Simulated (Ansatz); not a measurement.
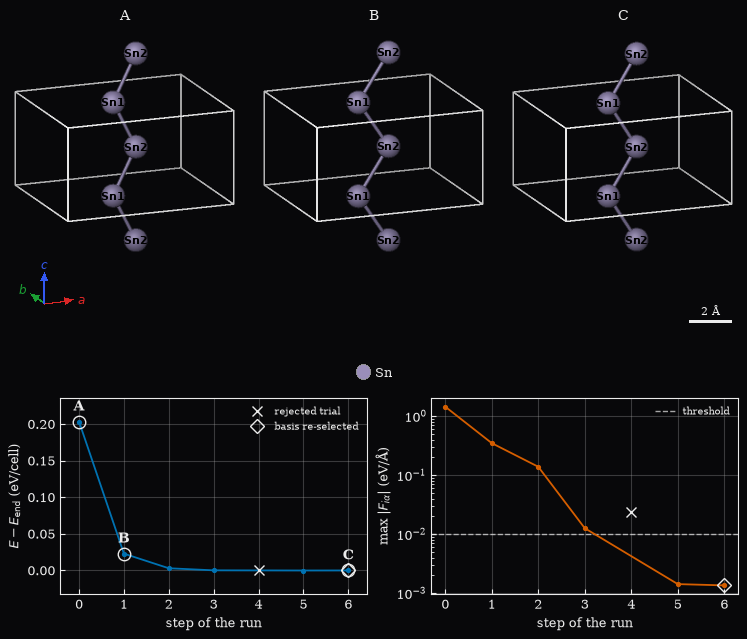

Frames of a relaxation of a wire of composition Sn, marked on the history of the run. Style: ball-and-stick. Shown: the cell of the calculation, with the vacuum cut short, slightly off an axis.

Case: zigzag chain of atoms.

The calculation used Ansatz, DFT PBE, scalar-relativistic, plane waves, PAW.

Input
```yaml
crystal:
  lattice:
    - [10.2, 0.0, 0.0]
    - [0.0, 9.3, 0.0]
    - [0.0, 0.0, 4.6681073773]
  atoms:
    - { symbol: Sn, position: [0.4427928017, 0.5, 0.0], spin: 0.5 }
    - { symbol: Sn, position: [0.5572071983, 0.5, 0.5], spin: 0.5 }
basis:
  ecutwfc: 420
kpoints:
  mp_grid: { grid: [1, 1, 14] }
hamiltonian:
  xc: pbe
scf:
  occupations: { method: gaussian, width: 0.05 }
output:
  forces: true
  stress: true
  eigenvalues: true
  populations: true
  write_density: true
  write_potential: true
  elf: true
  volumetric_format: npy
magnetization:
  spin_polarized: true
relax:
  adjacent_minimum: "off"
  f_tol: 0.01
  max_steps: 45
  cell: { fix: [a, b, alpha, beta, gamma], stress_tol: 0.03 }
```

Launched with:
```bash
ansatz run input.yaml --threads 2 --pin off --max-ram 5120MiB --backend cpu --events-out ev --progress --plain --runs-dir out
```

Describe the path.

Over 4 accepted moves (6 points after the start) the energy falls by 0.204 eV per cell of the calculation. Largest force component: 1.4 eV/Å at the start, 0.0014 eV/Å at the end. The line search rejected the trial step at point 4 of the run. The SCF was repeated once at an unchanged geometry on a basis and grid sized afresh for the cell, which shifted the energy by 0.1 meV per cell of the calculation at most. The largest moves relative to the layer's centre, 0.15 Å, are those of Sn1 and Sn2. Along the periodic axis the drawn cell goes c 4.668 → 4.647 Å (−0.4 %). Among the contacts that change: Sn1–Sn2 2.610 → 2.745 Å. Bond angles that change, for instance: Sn2–Sn1–Sn2 126.9° → 115.7°. The program noted that the starting moments weren't kept. The run may lie on a higher electronic state than the lowest, so the end point isn't shown to be the ground-state structure. The run took 3 min on 2 threads of Intel(R) Xeon(R) Processor @ 2.50GHz (Skylake/Cascade Lake), with other jobs on the host, peak memory 0.69 GiB. From step 0 to 1: Sn atoms move most (0.19 Å), energy −0.181 eV per cell of the calculation. From step 1 to 6: Sn atoms move most (0.05 Å), energy −23.0 meV per cell of the calculation.

```
step  E − E(0), meV/atom  largest force component, eV/Å                      note
   0                0.00                         1.4463                          
   1              -90.25                         0.3489                          
   2             -100.25                         0.1388                          
   3             -101.67                         0.0126                          
   4             -101.62                         0.0237                  rejected
   5             -101.79                         0.0014                          
   6             -101.76                         0.0014  same geometry, new basis
```
